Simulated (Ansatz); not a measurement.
# Geometry relaxation of MgO (part 2 of 3)

Continued. System: MgO (Pm-3m, 2 atoms in the cell). Method: DFT, PBE, plane waves, PAW, no spin polarisation (Ansatz 0.2.0); cutoff 420 eV, 10×10×10 k-mesh, Fermi–Dirac smearing of 0.02 eV. The structure was built on a prototype by a generator.

Geometry of the input (Å; fractional positions):
```
2.4508  0.0000  0.0000
0.0000  2.4508  0.0000
0.0000  0.0000  2.4508
Mg 0.0000  0.0000  0.0000
O  0.5000  0.5000  0.5000
```

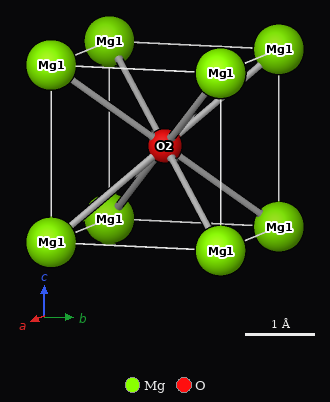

Fig. 1: The geometry at step 5 of the log (ball-and-stick view of the cell of the calculation, seen slightly off an axis; atoms are numbered from 1 in the order of the input).

**The program's output, continued**
```
SCF iter   1: F=—  HF=-2492.636098 eV  |F-HF|=—  |Δ(HF+E_count)|=         —  Δρ=3.11e-4  dr2=2.19e-6  ethr=7.58e-7  ⟨swp⟩=3.3  Hψ=5762  notcnv=0
preconditioner: auto → none  [insulator: Δε(μ)=2.275 eV  Ē_g=17.325 eV  σ=0.020 eV  W_gap=1.00  n_scr=6 (ndim 8)  ℏωp=24.2 eV  f_vac=0.000  D(μ)=0.00/eV (n_scr^D=0)  ε∞_Penn≈3.0]
SCF iter   2: F=—  HF=-2492.636076 eV  |F-HF|=—  |Δ(HF+E_count)|=   2.18e-5  Δρ=1.44e-4  dr2=3.54e-7  ethr=1.37e-8  ⟨swp⟩=2.0  Hψ=896  notcnv=0
SCF iter   3: F=—  HF=-2492.636086 eV  |F-HF|=—  |Δ(HF+E_count)|=   9.79e-6  Δρ=2.24e-5  dr2=8.13e-9  ethr=2.22e-9  ⟨swp⟩=2.0  Hψ=896  notcnv=0
SCF iter   4: F=—  HF=-2492.636086 eV  |F-HF|=—  |Δ(HF+E_count)|=   1.98e-7  Δρ=1.48e-6  dr2=1.78e-10  ethr=5.08e-11  ⟨swp⟩=2.0  Hψ=896  notcnv=0
iter 5 did not close the SCF: its close was put off for the readings that it lacked (scf_convergence_deferred on its scf_iter line)
SCF iter   5: F=-2492.636086 eV  HF=-2492.636086 eV  |F-HF|=5.46e-12  |Δ(HF+E_count)|=  3.26e-10  Δρ=2.50e-7  dr2=8.29e-12  ethr=1.11e-12  ⟨swp⟩=2.0  Hψ=912  notcnv=0
SCF iter   6: F=-2492.636086 eV  HF=-2492.636086 eV  |F-HF|=4.55e-13  |Δ(HF+E_count)|=  1.36e-12  Δρ=2.44e-8  dr2=1.08e-13  ethr=1.00e-12  ⟨swp⟩=3.9  Hψ=2624  notcnv=0
SCF 9 converged in 6 iterations: F = -2492.636086 eV  dr2 = 1.08e-13
relax step   9: F+E_penalty+E_count = -2492.63608635 eV  Δ(F+E_penalty+E_count) = -2.519e-3 eV  max|allowed force component| = 1.734e-30 eV/Å  Δτ_max = 0.0000 Å  P = +0.094 GPa  Ω = 18.805 Å³  stress off target by 9.44e-2 GPa  SCF on the basis re-selected at this cell (its energy is not comparable with the rows above)  (6 SCF iters)
basis re-selected at this cell: Δ(F+E_penalty+E_count) = -2.519e-3 eV, ΔP = +0.047 GPa vs the last step (what re-selecting the basis moved, of the pressure what is left beyond the Pulay correction that the steps carried, after the strain that the cell walked since its last selection, with what the two solves' SCF thresholds leave and, on support functions, any second-order correction that the steps lacked; it is no measure of the basis error at this ecutwfc). This SCF's stress stands 9.44e-2 GPa from its target on what of the cell is left free (relax.cell.stress_tol is 5.00e-2 GPa) and its largest allowed force component is 1.73e-30 eV/Å (relax.f_tol is 5.00e-3 eV/Å): not within both, so this SCF does not close the relaxation
Crystal: 2 atoms, lattice volume = 18.817 Å³
iter 1 solved again at ethr=2.65e-9 eV; its pass at ethr=3.10e-3 eV (dr2=4.24e-7 eV) is discarded
SCF iter   1: F=—  HF=-2492.636081 eV  |F-HF|=—  |Δ(HF+E_count)|=         —  Δρ=5.61e-5  dr2=3.95e-7  ethr=2.65e-9  ⟨swp⟩=2.3  Hψ=4700  notcnv=0
preconditioner: auto → none  [insulator: Δε(μ)=2.269 eV  Ē_g=17.317 eV  σ=0.020 eV  W_gap=1.00  n_scr=6 (ndim 8)  ℏωp=24.2 eV  f_vac=0.000  D(μ)=0.00/eV (n_scr^D=0)  ε∞_Penn≈3.0]
SCF iter   2: F=—  HF=-2492.636038 eV  |F-HF|=—  |Δ(HF+E_count)|=   4.29e-5  Δρ=2.63e-5  dr2=1.06e-7  ethr=2.47e-9  ⟨swp⟩=2.2  Hψ=1022  notcnv=0
iter 3 did not close the SCF: its close was put off for the readings that it lacked (scf_convergence_deferred on its scf_iter line)
SCF iter   3: F=-2492.636038 eV  HF=-2492.636038 eV  |F-HF|=1.84e-10  |Δ(HF+E_count)|=   8.52e-9  Δρ=4.34e-6  dr2=1.35e-9  ethr=6.64e-10  ⟨swp⟩=2.0  Hψ=896  notcnv=0
iter 4 did not close the SCF: its close was put off for the readings that it lacked (scf_convergence_deferred on its scf_iter line)
SCF iter   4: F=-2492.636038 eV  HF=-2492.636038 eV  |F-HF|=3.73e-11  |Δ(HF+E_count)|=  1.20e-10  Δρ=1.14e-6  dr2=2.40e-10  ethr=8.43e-12  ⟨swp⟩=2.1  Hψ=1115  notcnv=0
iter 5 did not close the SCF: its close was put off for the readings that it lacked (scf_convergence_deferred on its scf_iter line)
SCF iter   5: F=-2492.636038 eV  HF=-2492.636038 eV  |F-HF|=2.27e-12  |Δ(HF+E_count)|=  3.27e-11  Δρ=1.35e-7  dr2=4.29e-12  ethr=1.50e-12  ⟨swp⟩=2.2  Hψ=840  notcnv=0
SCF iter   6: F=-2492.636038 eV  HF=-2492.636038 eV  |F-HF|=4.55e-13  |Δ(HF+E_count)|=    0.00e0  Δρ=3.48e-8  dr2=2.38e-13  ethr=1.00e-12  ⟨swp⟩=4.0  Hψ=2553  notcnv=0
SCF 10 converged in 6 iterations: F = -2492.636038 eV  dr2 = 2.38e-13
relax step  10: F+E_penalty+E_count = -2492.63603770 eV  Δ(F+E_penalty+E_count) = +4.865e-5 eV  max|allowed force component| = 3.443e-30 eV/Å  Δτ_max = 0.0000 Å  P = +0.001 GPa  Ω = 18.817 Å³  energy of the carried Pulay correction = -5.239e-5 eV  (6 SCF iters, accepted)
iter 1 solved again at ethr=6.56e-7 eV; its pass at ethr=3.10e-3 eV (dr2=1.05e-4 eV) is discarded
SCF iter   1: F=—  HF=-2492.636080 eV  |F-HF|=—  |Δ(HF+E_count)|=         —  Δρ=7.30e-6  dr2=8.76e-9  ethr=6.56e-7  ⟨swp⟩=3.1  Hψ=5744  notcnv=0
eigensolver tolerance schedule: the retry pair's looser diagonalisation over-reported the residual by 11968.10 of it (diagonalisation noise at an unbounded share of the residual, at the tolerance the schedule requests for it); recorded, not acted on — ethr = c·dr2/N_el stays at c = 1.0e-1
SCF iter   2: F=—  HF=-2492.636038 eV  |F-HF|=—  |Δ(HF+E_count)|=   4.20e-5  Δρ=4.59e-6  dr2=3.22e-9  ethr=5.48e-11  ⟨swp⟩=3.0  Hψ=1371  notcnv=0
SCF iter   3: F=—  HF=-2492.636038 eV  |F-HF|=—  |Δ(HF+E_count)|=  2.33e-10  Δρ=2.70e-6  dr2=1.16e-9  ethr=2.02e-11  ⟨swp⟩=1.0  Hψ=672  notcnv=0
SCF iter   4: F=—  HF=-2492.636038 eV  |F-HF|=—  |Δ(HF+E_count)|=  4.55e-12  Δρ=1.47e-6  dr2=3.54e-10  ethr=7.22e-12  ⟨swp⟩=1.0  Hψ=678  notcnv=0
SCF iter   5: F=—  HF=-2492.636038 eV  |F-HF|=—  |Δ(HF+E_count)|=  2.46e-11  Δρ=1.17e-6  dr2=2.26e-10  ethr=2.21e-12  ⟨swp⟩=1.0  Hψ=672  notcnv=0
SCF iter   6: F=—  HF=-2492.636038 eV  |F-HF|=—  |Δ(HF+E_count)|=  2.82e-11  Δρ=7.08e-7  dr2=8.21e-11  ethr=1.41e-12  ⟨swp⟩=1.0  Hψ=672  notcnv=0
SCF iter   7: F=-2492.636038 eV  HF=-2492.636038 eV  |F-HF|=2.27e-12  |Δ(HF+E_count)|=  1.50e-11  Δρ=2.36e-7  dr2=9.24e-12  ethr=1.00e-12  ⟨swp⟩=3.9  Hψ=2677  notcnv=0
SCF 11 converged in 7 iterations: F = -2492.636038 eV  dr2 = 9.24e-12
relax step  11: F+E_penalty+E_count = -2492.63603770 eV  Δ(F+E_penalty+E_count) = +5.002e-12 eV  max|allowed force component| = 1.118e-30 eV/Å  Δτ_max = 0.0000 Å  P = +0.001 GPa  Ω = 18.817 Å³  stress off target by 1.48e-3 GPa  SCF on the basis re-selected at this cell (its energy is not comparable with the rows above)  (7 SCF iters)
```

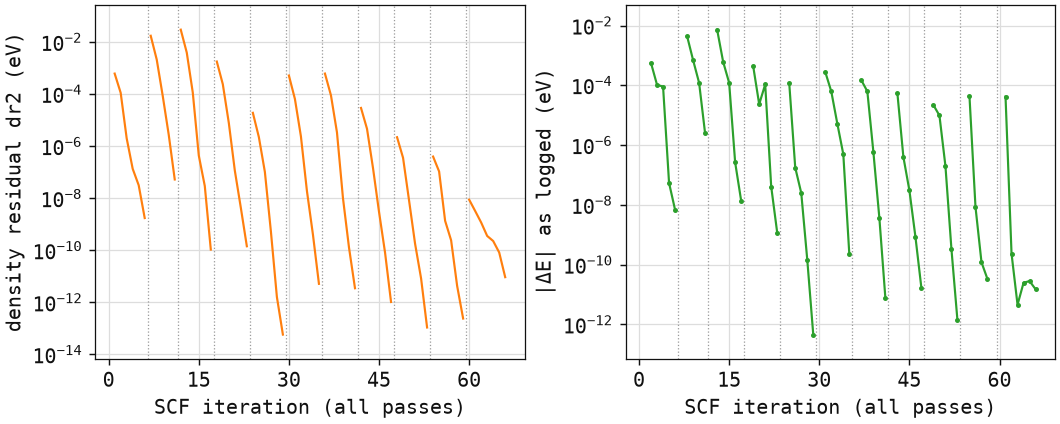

Fig. 2: Convergence of the self-consistent field: density residual dr2 and size of the energy change against the SCF iteration. The dotted lines part the SCF passes of the relaxation: geometry steps, rejected trials and re-solves on a re-selected basis. The 11 passes take 5 to 7 iterations each, 66 in all.

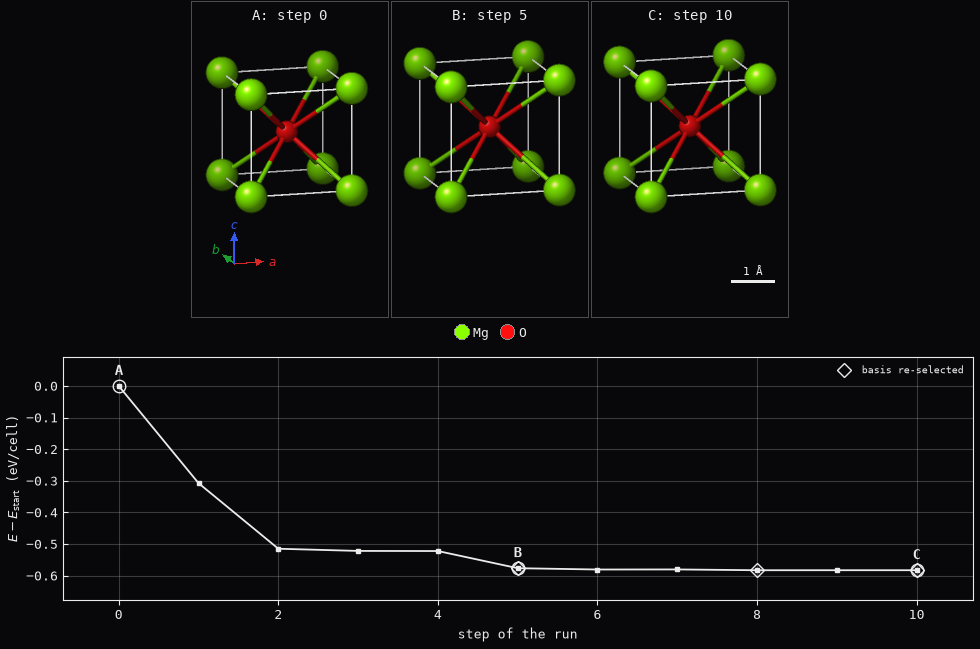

Fig. 3: Frames of the relaxation (ball-and-stick view of the cell of the calculation, seen slightly off an axis) above the curves, on which the letters mark them (the first geometry is step 0 here and step 1 in the log).

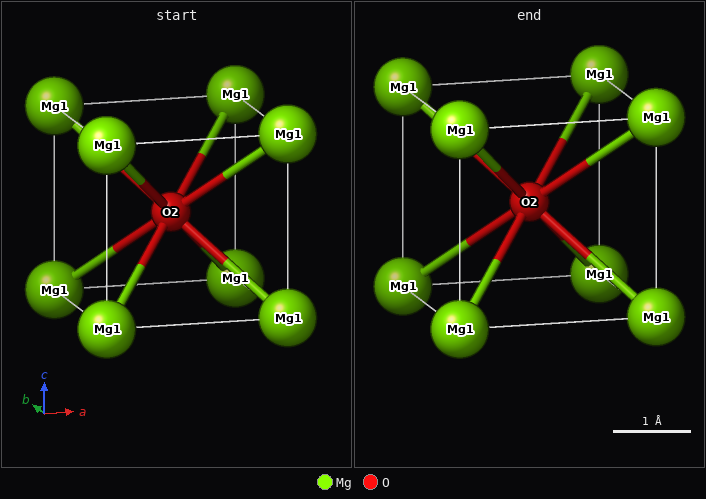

Fig. 4: Before (left) and after (right) the relaxation, at one scale (ball-and-stick view of the cell of the calculation, seen slightly off an axis). No atom moves by more than 0.005 Å relative to the cell. Cell: a = b = c 2.451 → 2.660 Å (+8.5 %). Volume +27.8 %. Among the contacts that change: Mg1–O2 2.122 → 2.303 Å. The space group stays Pm-3m (No. 221). After 7 geometry steps the energy has fallen by 0.583 eV per cell of the calculation. All forces vanish by symmetry, so only the cell relaxes. Pressure: 56.19 GPa at the start and 0.00 GPa at the end. 2 further SCFs at an unchanged geometry re-selected the plane-wave basis for the new cell. The energy change given includes the shifts at the re-selections in mid-walk, which come without any move. A last SCF at the same geometry on a re-selected plane-wave basis shifts the energy by next to nothing (0.0 meV per cell of the calculation). (Atoms are counted from 1 in the order of the input.)

```
basis re-selected at this cell: Δ(F+E_penalty+E_count) = +5.002e-12 eV, ΔP = +0.000 GPa vs the last step (what re-selecting the basis moved, of the pressure what is left beyond the Pulay correction that the steps carried, after the strain that the cell walked since its last selection, with what the two solves' SCF thresholds leave and, on support functions, any second-order correction that the steps lacked; it is no measure of the basis error at this ecutwfc). This SCF's stress stands 1.48e-3 GPa from its target on what of the cell is left free (relax.cell.stress_tol is 5.00e-2 GPa) and its largest allowed force component is 1.12e-30 eV/Å (relax.f_tol is 5.00e-3 eV/Å): within both
SCF converged after 7 iterations
Free energy (F): -2492.636038 eV
Harris-Foulkes:  -2492.636038 eV  (|F-HF|=2.27e-12)
Internal energy: -2492.636038 eV  (E = F + TS)
E sigma→0 (E₀):  -2492.636038 eV
Fermi energy:    10.802587 eV
--- Per-component energies (eV) ---
  E_band       = -294.859643
  E_kinetic    = 254.162973
  E_local      = -1564.985240  (includes V_loc(G=0)·N_el)
  E_nonlocal   = 142.826405
  E_hartree    = 535.416862
  E_xc         = -104.801861
  E_vxc        = -134.289940  (∫ρ·V_xc dr)
  E_paw        = -450.257003  (= ΣΔE_a)
  E_vpaw       = -63.410044  (= ΣTr[D̂ρ^β])
  E_aug_tail   = 0.002463  (compensation charges beyond the density's cutoff)
  E_ewald      = -1305.000637
  E_smearing   = -0.000000  (= −TS)
  E_closure    = -0.000000  (closes the sum)
  Σ components = -2492.636038   (vs F -2492.636038, Δ=0.00e0)
--- Forces (eV/Å), atoms counted from 1 ---
  atom   1  Mg    -0.00000000     0.00000000     0.00000000
  atom   2  O      0.00000000     0.00000000    -0.00000000
  max |Σ_I F_I| component: 1.97e-30 eV/Å
--- Stress (GPa, compression-positive) ---
        0.001478       0.000000       0.000000
       -0.000000       0.001478      -0.000000
        0.000000      -0.000000       0.001478
  P = ⅓ Tr σ = 0.0015 GPa (0.015 kbar)
--- Band table (eV; the first three rows and the last of 56) ---
  k-point 0: bands = ["-65.1499", "-31.8456", "-31.8456", "-31.8456", "-8.6474", "8.6853", "8.6853", "8.6853", "11.9233", "20.0589", "20.0589", "29.4880"]
  k-point 1: bands = ["-65.1488", "-31.8571", "-31.8446", "-31.8446", "-8.5516", "7.8431", "8.7247", "8.7247", "12.5538", "20.2347", "20.2614", "29.3295"]
  k-point 2: bands = ["-65.1459", "-31.8870", "-31.8419", "-31.8419", "-8.2874", "6.2812", "8.8308", "8.8308", "13.6524", "20.4079", "20.8649", "28.8618"]
  k-point 55: bands = ["-65.1160", "-31.9309", "-31.9309", "-31.9309", "-5.8922", "6.1795", "6.1795", "6.1795", "17.0454", "17.0454", "17.0454", "25.4017"]
--- Relaxed structure (8 steps of the walk, 8 accepted, 3 SCFs on fresh bases) ---
  F+E_penalty+E_count = -2492.63603770 eV   max|allowed force component| = 1.118e-30 eV/Å   (the final SCF, on the basis selected at the relaxed cell)
  cell:  # Å, volume = 18.8173 Å³
    - [2.659821622967783, -3.510809794455899e-34, -6.821001886371461e-35]
    - [1.7032442945674617e-33, 2.659821622967783, -5.135813185032629e-34]
    - [-4.533960077411618e-34, -5.135813185032629e-34, 2.659821622967783]
  atoms:
    - { symbol: Mg, position: [1.6453145163253653e-46, -8.185712407384305e-37, -8.185712407451311e-37] }
    - { symbol: O, position: [0.5, 0.5, 0.5] }
```

**File rho_z.tsv**
```
# z_ang	rho[e/angstrom^3]
# format = ansatz-planar-average/11
# lattice	2.659821623	-0.000000000	-0.000000000
# lattice	0.000000000	2.659821623	-0.000000000
# lattice	-0.000000000	-0.000000000	2.659821623
# sites	2
# site	12	0.000000000	-0.000000000	-0.000000000
# site	8	1.329910811	1.329910811	1.329910811
0.000000	1.887578e0
0.147768	1.613561e0
0.295536	1.019126e0
0.443304	5.286782e-1
0.591071	3.435984e-1
0.738839	3.902951e-1
0.886607	5.588427e-1
1.034375	7.786981e-1
1.182143	9.609078e-1
1.329911	1.030064e0
1.477679	9.609078e-1
1.625447	7.786981e-1
1.773214	5.588427e-1
1.920982	3.902951e-1
2.068750	3.435984e-1
2.216518	5.286782e-1
2.364286	1.019126e0
2.512054	1.613561e0
```

**File v_z.tsv**
```
# z_ang	v_es[eV]	v_tot[eV]
# format = ansatz-planar-average/11
# xc	pbe
# density_cutoff_ev	1680
# datasets	Mg=:simpson_from_first_knot:soft	O=:simpson_from_first_knot:soft
# lattice	2.659821623	-0.000000000	-0.000000000
# lattice	0.000000000	2.659821623	-0.000000000
# lattice	-0.000000000	-0.000000000	2.659821623
# sites	2
# site	12	0.000000000	-0.000000000	-0.000000000
# site	8	1.329910811	1.329910811	1.329910811
0.000000	-4.409508e0	-1.424010e1
0.147768	-3.395839e0	-1.308997e1
0.295536	-6.599904e-1	-1.039294e1
0.443304	2.813731e0	-7.080539e0
0.591071	5.880275e0	-4.226821e0
0.738839	6.886132e0	-3.711006e0
0.886607	6.157146e0	-5.135292e0
1.034375	5.109924e0	-6.933798e0
1.182143	4.157123e0	-8.357342e0
1.329911	3.786817e0	-8.879168e0
1.477679	4.157123e0	-8.357342e0
1.625447	5.109924e0	-6.933798e0
1.773214	6.157146e0	-5.135292e0
1.920982	6.886132e0	-3.711006e0
2.068750	5.880275e0	-4.226821e0
2.216518	2.813731e0	-7.080539e0
2.364286	-6.599904e-1	-1.039294e1
2.512054	-3.395839e0	-1.308997e1
```

**Trajectory as extended XYZ (Å, eV, eV/Å), 11 frames, from step=1 to step=11**
```
2
Lattice="2.4508 0.0000 0.0000 0.0000 2.4508 0.0000 0.0000 0.0000 2.4508" Properties=species:S:1:pos:R:3:forces:R:3 step=1 energy=-2492.05335 pressure_GPa=56.19
Mg    0.0000    0.0000    0.0000    0.0000   0.0000   0.0000
O     1.2254    1.2254    1.2254    0.0000   0.0000   0.0000
2
Lattice="2.5127 0.0000 0.0000 0.0000 2.5127 0.0000 0.0000 0.0000 2.5127" Properties=species:S:1:pos:R:3:forces:R:3 step=2 energy=-2492.36075 pressure_GPa=32.57
Mg    0.0000    0.0000    0.0000    0.0000   0.0000   0.0000
O     1.2564    1.2564    1.2564    0.0000   0.0000   0.0000
2
Lattice="2.6093 0.0000 0.0000 0.0000 2.6093 0.0000 0.0000 0.0000 2.6093" Properties=species:S:1:pos:R:3:forces:R:3 step=3 energy=-2492.56807 pressure_GPa=5.71
Mg    0.0000    0.0000    0.0000    0.0000   0.0000   0.0000
O     1.3047    1.3047    1.3047    0.0000   0.0000   0.0000
2
Lattice="2.6384 0.0000 0.0000 0.0000 2.6384 0.0000 0.0000 0.0000 2.6384" Properties=species:S:1:pos:R:3:forces:R:3 step=4 energy=-2492.57500 pressure_GPa=-0.64
Mg    0.0000    0.0000    0.0000    0.0000   0.0000   0.0000
O     1.3192    1.3192    1.3192    0.0000   0.0000   0.0000
2
Lattice="2.6353 0.0000 0.0000 0.0000 2.6353 0.0000 0.0000 0.0000 2.6353" Properties=species:S:1:pos:R:3:forces:R:3 step=5 energy=-2492.57537 pressure_GPa=0.00
Mg    0.0000    0.0000    0.0000    0.0000   0.0000   0.0000
O     1.3176    1.3176    1.3176    0.0000   0.0000   0.0000
2
Lattice="2.6353 0.0000 0.0000 0.0000 2.6353 0.0000 0.0000 0.0000 2.6353" Properties=species:S:1:pos:R:3:forces:R:3 step=6 energy=-2492.62964 pressure_GPa=4.08
Mg    0.0000    0.0000    0.0000    0.0000   0.0000   0.0000
O     1.3176    1.3176    1.3176    0.0000   0.0000   0.0000
2
Lattice="2.6547 0.0000 0.0000 0.0000 2.6547 0.0000 0.0000 0.0000 2.6547" Properties=species:S:1:pos:R:3:forces:R:3 step=7 energy=-2492.63382 pressure_GPa=0.77
Mg    0.0000    0.0000    0.0000    0.0000   0.0000   0.0000
O     1.3274    1.3274    1.3274    0.0000   0.0000   0.0000
2
Lattice="2.6592 0.0000 0.0000 0.0000 2.6592 0.0000 0.0000 0.0000 2.6592" Properties=species:S:1:pos:R:3:forces:R:3 step=8 energy=-2492.63357 pressure_GPa=0.05
Mg    0.0000    0.0000    0.0000    0.0000   0.0000   0.0000
O     1.3296    1.3296    1.3296    0.0000   0.0000   0.0000
2
Lattice="2.6592 0.0000 0.0000 0.0000 2.6592 0.0000 0.0000 0.0000 2.6592" Properties=species:S:1:pos:R:3:forces:R:3 step=9 energy=-2492.63609 pressure_GPa=0.09
Mg    0.0000    0.0000    0.0000    0.0000   0.0000   0.0000
O     1.3296    1.3296    1.3296    0.0000   0.0000   0.0000
2
Lattice="2.6598 0.0000 0.0000 0.0000 2.6598 0.0000 0.0000 0.0000 2.6598" Properties=species:S:1:pos:R:3:forces:R:3 step=10 energy=-2492.63604 pressure_GPa=0.00
Mg    0.0000    0.0000    0.0000    0.0000   0.0000   0.0000
O     1.3299    1.3299    1.3299    0.0000   0.0000   0.0000
2
Lattice="2.6598 0.0000 0.0000 0.0000 2.6598 0.0000 0.0000 0.0000 2.6598" Properties=species:S:1:pos:R:3:forces:R:3 step=11 energy=-2492.63604 pressure_GPa=0.00
Mg    0.0000    0.0000    0.0000    0.0000   0.0000   0.0000
O     1.3299    1.3299    1.3299    0.0000   0.0000   0.0000
```

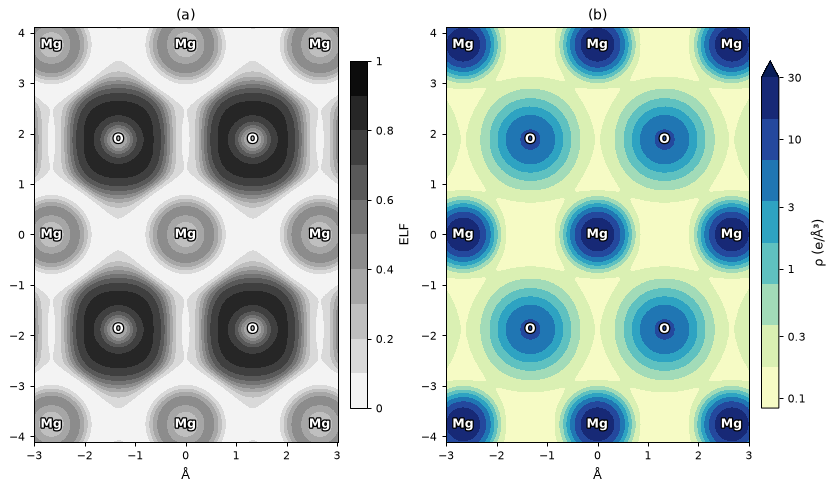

Fig. 5: (a) electron localisation function; (b) valence electron density on the (101) plane of the conventional cell. The plane passes through Mg and O nuclei. Mg–O (2.30 Å): the density is about 0.24 e/Å³ at the midpoint; the ELF is about 0.35 at the midpoint (two separate closed shells). Away from the nuclei the density in this plane falls to 0.08 e/Å³ at its lowest. The fields are those of the smooth PAW valence density.
